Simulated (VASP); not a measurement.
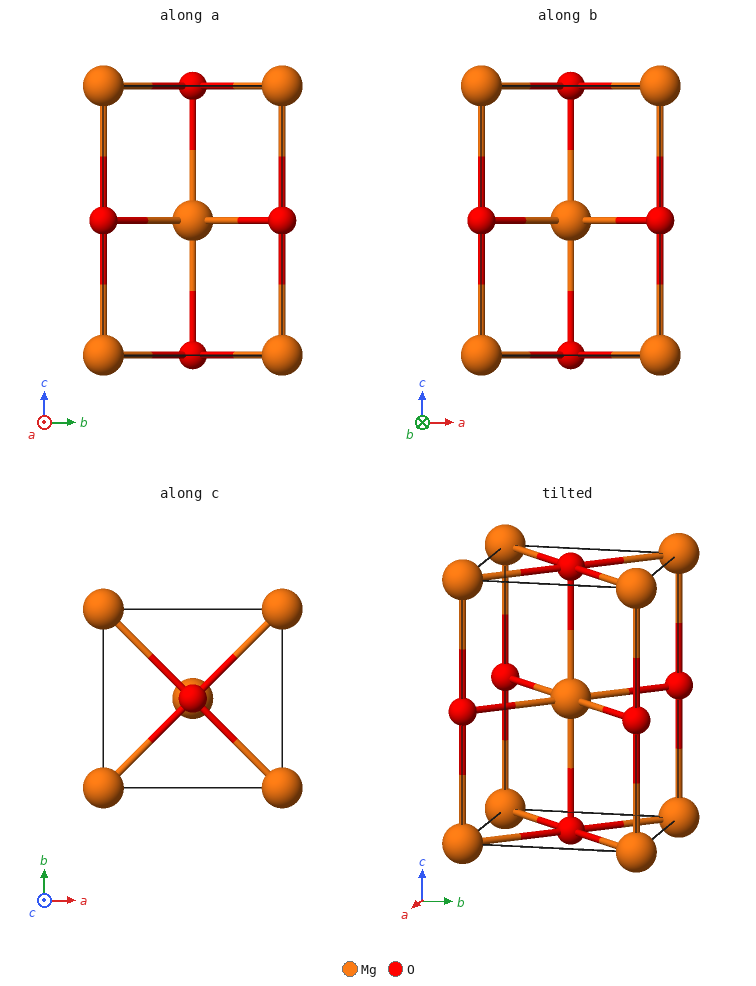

Ball-and-stick drawing of the structure, looking along the a axis, along the b axis, along the c axis and slightly off an axis. The lines enclose the conventional unit cell; boundary atoms appear with their images.

Lattice parameters: a = 2.8620 Å, b = 2.8620 Å, c = 4.3108 Å, α = 90.000°, β = 90.000°, γ = 90.000°.

Put the structure into a CIF in P1 with every atom of the cell.

Answer.
```cif
data_structure
_symmetry_space_group_name_H-M 'P 1'
_symmetry_Int_Tables_number 1
_cell_length_a 2.8620
_cell_length_b 2.8620
_cell_length_c 4.3108
_cell_angle_alpha 90.000
_cell_angle_beta 90.000
_cell_angle_gamma 90.000
_cell_volume 35.31
loop_
_atom_site_label
_atom_site_type_symbol
_atom_site_fract_x
_atom_site_fract_y
_atom_site_fract_z
_atom_site_occupancy
Mg1 Mg 0.0000 0.0000 0.0000 1
O1 O 0.5000 0.5000 0.0000 1
Mg2 Mg 0.5000 0.5000 0.5000 1
O2 O 0.0000 0.0000 0.5000 1
```

The cell started as a structure type filled with these elements by a generator (whether the compound takes this form wasn't checked). The cell was then strained or its atoms displaced on purpose. It was run through VASP as a DFT input.

At this level of theory the cell isn't at rest (compressed, at 10 GPa), so its distances can differ from those at equilibrium, the more so the softer the solid.
